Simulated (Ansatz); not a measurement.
```yaml
crystal:
  lattice:
    - [2.48365, 0.00000, 0.00000]
    - [-1.24182, 2.15090, 0.00000]
    - [0.00000, 0.00000, 4.02620]
  atoms:
    - { symbol: Mn, position: [0.66667, 0.33333, 0.75000] }
    - { symbol: Mn, position: [0.33333, 0.66667, 0.25000] }
```

Space group P6₃/mmc; a structure from a database of computed crystals, not necessarily the ambient phase; computed pressure about −20 GPa in this cell; the program warned that a starting moment wasn't kept; spin-polarised, but the moments vanished.

All numbers below come from Ansatz, DFT, LDA, PAW with Ansatz's default frozen-core files, scalar-relativistic.

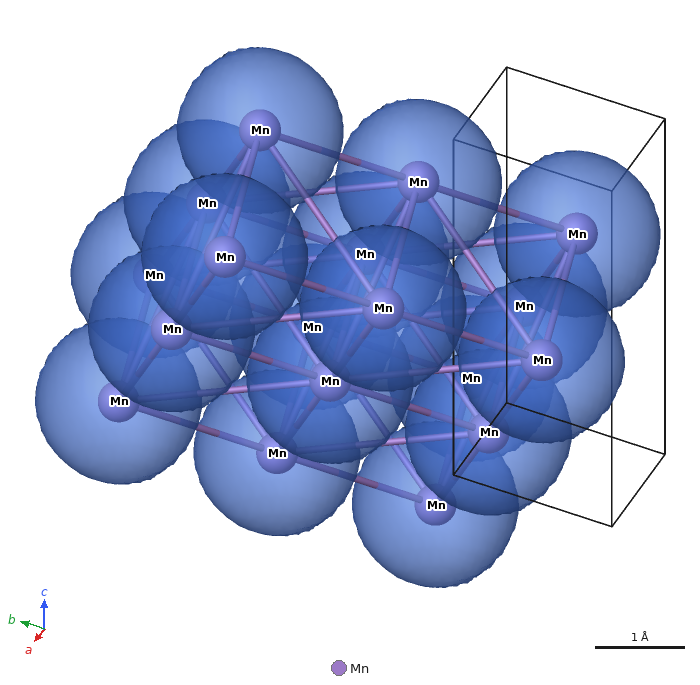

Mn. Isosurface of the valence electron density at 0.6 e/Å³ (blue), seen at an oblique angle. Sticks mark near contacts.

In a PAW calculation such maps are meaningful between the atoms, not at the nuclei.

Q: How is the density connected at this value?

A: At this value the density breaks into separate islands; it holds about 80 % of the electrons treated as valence (semicore included). It bridges none of the near contacts. It is pinched off along the shortest Mn–Mn (2.47 Å) contacts. On the grid the lowest density along these lines, outside the cores, is 0.38 e/Å³ (Mn–Mn, 2.47 Å).
